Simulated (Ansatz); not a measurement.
System: zincblende BP, space group F-43m, 2 atoms in the primitive cell, in a cell relaxed beforehand; cubic a = 4.491 Å. Here all lengths are changed by ±0.5 %, and the atoms are carried along without relaxing. Computed with Ansatz 0.2.0: LDA, Ansatz PAW set, no spin polarisation, no spin-orbit coupling, 8×8×8 k mesh, 420 eV cutoff.

Unstrained, the conduction levels that are followed lie 1.14 eV (Δ), 1.24 eV (X) and 3.95 eV (L) above the valence top at Γ.

How will the band edges respond?

For each 1 % of strain: +39 meV at Δ, +56 meV at X and −183 meV at L. Over dlnV = 3 % that gives deformation potentials of +1.3 eV at Δ, +1.9 eV at X and −6.1 eV at L, against the valence top.

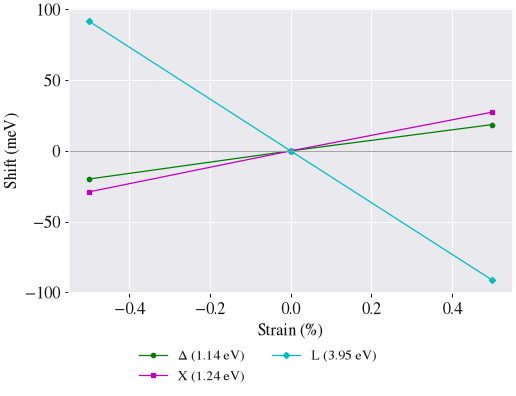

Shifts of the lowest conduction level at the points named, against the centre of the valence top at Γ (unstrained energies in the legend). Δ is the valley on the line from Γ to X. The lowest empty level at Γ is degenerate or close to the next one, and isn't followed.

The PAW data sets were made with another functional. LDA, GGA and most meta-GGA functionals understate gaps.
